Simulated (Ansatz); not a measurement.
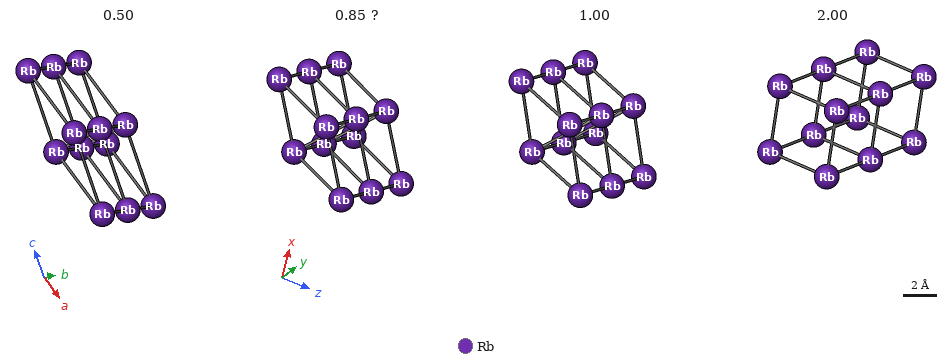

Energy scan for a crystal of Rb (Im-3m), in which the ratio of the cell's length along [111] to its lengths across, counted as 1 for the reference, is changed at fixed volume (a trigonal path), with the atoms kept at their fractional coordinates. x, y and z are the Cartesian axes of the input. The picture is a ball-and-stick view of the cell of the calculation, repeated 1 × 2 × 1 with one cell outlined, seen slightly off an axis.

Method: DFT PBE, scalar-relativistic, plane waves, PAW in Ansatz 0.2.0. (plane-wave cutoff 420 eV; k-point mesh 14 × 14 × 14; occupations gaussian; smearing width 0.15 eV; no spin polarisation). Energies (free energies at the smearing named) are counted from the cell as listed in its source, which wasn't relaxed.

```
axial ratio over its reference value  ΔE (meV/atom)
                                0.50            762
                                0.60            338
                                0.71            128
                                0.85              ?
                                0.93              4
                                1.00              0
                                1.08              4
                                1.20             20
                                1.41             56
                                1.70             91
                                2.00            103
```

Estimate the missing energy from the other rows, and compare with the calculation.

A straight line between the two neighbours gives 49 meV/atom. A cubic through the four nearest rows (0.60, 0.71, 0.93, 1.00) gives, with Lagrange weights, (−0.1157)(338) + (0.4275)(128) + (1.0331)(4) + (−0.3448)(0) = 20 meV/atom. The calculation gives 24 meV/atom, so the cubic is 4 meV/atom too low and the straight line 25 meV/atom too high, as the curve bends upwards here.

The whole profile:

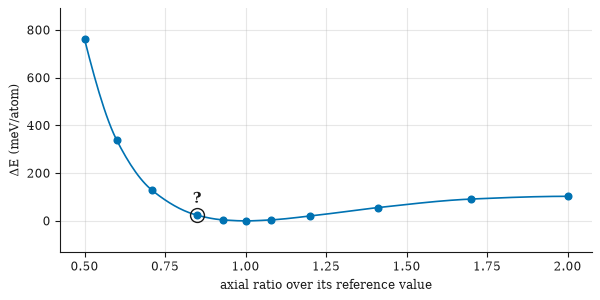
